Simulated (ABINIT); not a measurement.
**SiC: GW calculation (part 3 of 3)**

SiC (P6₃mc, 4 atoms in the cell); Kohn-Sham DFT of a periodic cell, PBEsol, PseudoDojo NC SR PBEsol v0.4.1 standard, GW, no spin polarisation (ABINIT 10.8.3); cutoff 1006.82 eV, 5×5×2 k-mesh, fixed occupations. The structure derives from an entry of the Crystallography Open Database.

Geometry of the input (Å; fractional positions):
```
3.0760  0.0000  0.0000
-1.5380  2.6639  0.0000
0.0000  0.0000  5.0480
Si 0.6667  0.3333  0.5000
Si 0.3333  0.6667  0.0000
C  0.6667  0.3333  0.8850
C  0.3333  0.6667  0.3850
```

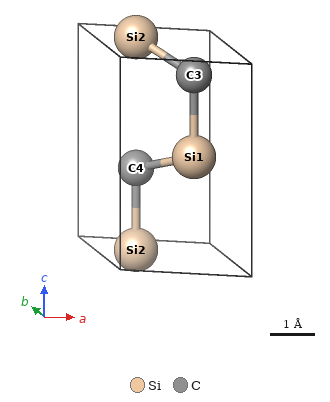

**Figure 1.** The structure as given in the input (ball-and-stick view of the cell of the calculation, seen slightly off an axis; atoms are numbered from 1 in the order of the input).

## Output, continued
```
 ==== K-mesh for the wavefunctions ====
 Number of points in the irreducible wedge :    10
 Reduced coordinates and weights :

     1)     0.00000000E+00  0.00000000E+00  0.00000000E+00       0.02000
     2)     2.00000000E-01  0.00000000E+00  0.00000000E+00       0.12000
     3)     4.00000000E-01  0.00000000E+00  0.00000000E+00       0.12000
     4)     2.00000000E-01  2.00000000E-01  0.00000000E+00       0.12000
     5)     4.00000000E-01  2.00000000E-01  0.00000000E+00       0.12000
     6)     0.00000000E+00  0.00000000E+00  5.00000000E-01       0.02000
     7)     2.00000000E-01  0.00000000E+00  5.00000000E-01       0.12000
     8)     4.00000000E-01  0.00000000E+00  5.00000000E-01       0.12000
     9)     2.00000000E-01  2.00000000E-01  5.00000000E-01       0.12000
    10)     4.00000000E-01  2.00000000E-01  5.00000000E-01       0.12000

 Together with 12 symmetry operations and time-reversal symmetry
 yields    50 points in the full Brillouin Zone.

 ==== Q-mesh for screening function ====
 Number of points in the irreducible wedge :    10
 Reduced coordinates and weights :

     1)     0.00000000E+00  0.00000000E+00  0.00000000E+00       0.02000
     2)     2.00000000E-01  0.00000000E+00  0.00000000E+00       0.12000
     3)     4.00000000E-01  0.00000000E+00  0.00000000E+00       0.12000
     4)     2.00000000E-01  2.00000000E-01  0.00000000E+00       0.12000
     5)     4.00000000E-01  2.00000000E-01  0.00000000E+00       0.12000
     6)     0.00000000E+00  0.00000000E+00  5.00000000E-01       0.02000
     7)     2.00000000E-01  0.00000000E+00  5.00000000E-01       0.12000
     8)     4.00000000E-01  0.00000000E+00  5.00000000E-01       0.12000
     9)     2.00000000E-01  2.00000000E-01  5.00000000E-01       0.12000
    10)     4.00000000E-01  2.00000000E-01  5.00000000E-01       0.12000

 Together with 12 symmetry operations and time-reversal symmetry
 yields    50 points in the full Brillouin Zone.

 vcoul_init : cutoff-mode = AUXILIARY_FUNCTION
 q-points for optical limit:   1
     1)      0.000010    0.000020    0.000030
 setmesh: FFT mesh size selected  =    27x   27x   54
          total number of points  =        39366

 Number of electrons calculated from density =   16.0000; Expected =   16.0000
 average of density, n =  0.057319
 r_s =    1.6089
 omega_plasma =   23.0944 [eV]

 === KS Band Gaps ===
  >>>> For spin  1
   Minimum direct gap =   4.0728 [eV], located at k-point      :   0.4000  0.0000  0.0000
   Fundamental gap    =   2.6930 [eV], Top of valence bands at :   0.0000  0.0000  0.0000
                                       Bottom of conduction at :   0.4000  0.0000  0.0000
 SIGMA fundamental parameters:
 COHSEX
 number of plane-waves for SigmaX                 2997
 number of plane-waves for SigmaC and W            245
 number of plane-waves for wavefunctions          2997
 number of bands                                    16
 number of independent spin polarizations            1
 number of spinorial components                      1
 number of k-points in IBZ                          10
 number of q-points in IBZ                          10
 number of symmetry operations                      12
 number of k-points in BZ                           50
 number of q-points in BZ                           50
 number of frequencies for dSigma/dE                 1
 frequency step for dSigma/dE [eV]                0.00
 number of omega for Sigma on real axis              0
 max omega for Sigma on real axis  [eV]           0.00
 zcut for avoiding poles [eV]                     0.10

 EPSILON^-1 parameters (SCR file):
 dimension of the eps^-1 matrix on file            245
 dimension of the eps^-1 matrix used               245
 number of plane-waves for wavefunctions          1365
 number of bands                                    50
 number of q-points in IBZ                          10
 number of frequencies                               1
 number of real frequencies                          1
 number of imag frequencies                          0

 matrix elements of self-energy operator (all in [eV])

 Perturbative Calculation

--- !SelfEnergy_ee
iteration_state: {dtset: 4, }
kpoint     : [   0.000,    0.000,    0.000, ]
spin       : 1
KS_gap     :    4.553
QP_gap     :    6.418
Delta_QP_KS:    1.865
data: !SigmaeeData |
     Band     E0 <VxcDFT>   SigX SigC(E0)      Z dSigC/dE  Sig(E)    E-E0       E
        8   7.363 -14.748 -17.269  -0.371   1.000   0.000 -17.640  -2.892   4.472
        9  11.917 -12.223  -6.983  -6.267   1.000   0.000 -13.250  -1.027  10.889
...

--- !SelfEnergy_ee
iteration_state: {dtset: 4, }
kpoint     : [   0.400,    0.000,    0.000, ]
spin       : 1
KS_gap     :    4.073
QP_gap     :    6.089
Delta_QP_KS:    2.017
data: !SigmaeeData |
     Band     E0 <VxcDFT>   SigX SigC(E0)      Z dSigC/dE  Sig(E)    E-E0       E
        8   5.984 -14.451 -17.682   0.165   1.000   0.000 -17.517  -3.066   2.918
        9  10.056 -10.757  -6.042  -5.764   1.000   0.000 -11.806  -1.049   9.007
...

== END DATASET(S) ==============================================================
================================================================================

 -outvars: echo values of variables after computation  --------
            acell      5.8127975593E+00  5.8127975593E+00  9.5393374771E+00 Bohr
           etotal1    -2.0509226493E+01
           etotal3     0.0000000000E+00
           etotal4     0.0000000000E+00
            fcart1    -3.7058166168E-28 -2.1395542212E-28  1.3873270195E-02
                       3.7058166168E-28  2.1395542212E-28  1.3873270195E-02
                      -0.0000000000E+00 -0.0000000000E+00 -1.3873270195E-02
                      -0.0000000000E+00 -0.0000000000E+00 -1.3873270195E-02
            fcart3     0.0000000000E+00  0.0000000000E+00  0.0000000000E+00
                       0.0000000000E+00  0.0000000000E+00  0.0000000000E+00
                       0.0000000000E+00  0.0000000000E+00  0.0000000000E+00
                       0.0000000000E+00  0.0000000000E+00  0.0000000000E+00
            fcart4     0.0000000000E+00  0.0000000000E+00  0.0000000000E+00
                       0.0000000000E+00  0.0000000000E+00  0.0000000000E+00
                       0.0000000000E+00  0.0000000000E+00  0.0000000000E+00
                       0.0000000000E+00  0.0000000000E+00  0.0000000000E+00
            rprim      1.0000000000E+00  0.0000000000E+00  0.0000000000E+00
                      -5.0000000000E-01  8.6602540380E-01  0.0000000000E+00
                       0.0000000000E+00  0.0000000000E+00  1.0000000000E+00
           strten1    -5.6146172521E-05 -5.6146172699E-05  9.3924211101E-05
                       0.0000000000E+00  0.0000000000E+00  0.0000000000E+00
           strten3     0.0000000000E+00  0.0000000000E+00  0.0000000000E+00
                       0.0000000000E+00  0.0000000000E+00  0.0000000000E+00
           strten4     0.0000000000E+00  0.0000000000E+00  0.0000000000E+00
                       0.0000000000E+00  0.0000000000E+00  0.0000000000E+00
           xangst      1.5379999989E+00  8.8796471342E-01  2.5239999983E+00
                       7.3321545410E-18  1.7759294268E+00  0.0000000000E+00
                       1.5379999989E+00  8.8796471342E-01  4.4674799970E+00
                       7.3321545410E-18  1.7759294268E+00  1.9434799987E+00
             xred      6.6666666667E-01  3.3333333333E-01  5.0000000000E-01
                       3.3333333333E-01  6.6666666667E-01  0.0000000000E+00
                       6.6666666667E-01  3.3333333333E-01  8.8500000000E-01
                       3.3333333333E-01  6.6666666667E-01  3.8500000000E-01
 Calculation completed.
```

## Key numbers

```json
{"quantity": "outcome", "value": "converged"}
{"quantity": "space group (tolerance 0.01 Å)", "value": "P6₃mc (186)"}
{"quantity": "electrons treated", "value": "16"}
{"quantity": "quasiparticle gap", "value": "4.54 eV"}
{"quantity": "gap on the k-point mesh", "value": "2.69 eV"}
{"quantity": "hardware", "value": "1 thread of Arm Neoverse V1, 24 GiB of memory available, shared host"}
{"quantity": "wall time", "value": "63 s"}
{"quantity": "peak memory", "value": "0.17 GiB"}
```

The record of the run, not the program, notes: FFT mesh not compatible with symmetries. Wavefunction symmetrization should not be done in r-space!. Points of doubt noted for this run: k mesh coarse for many body.
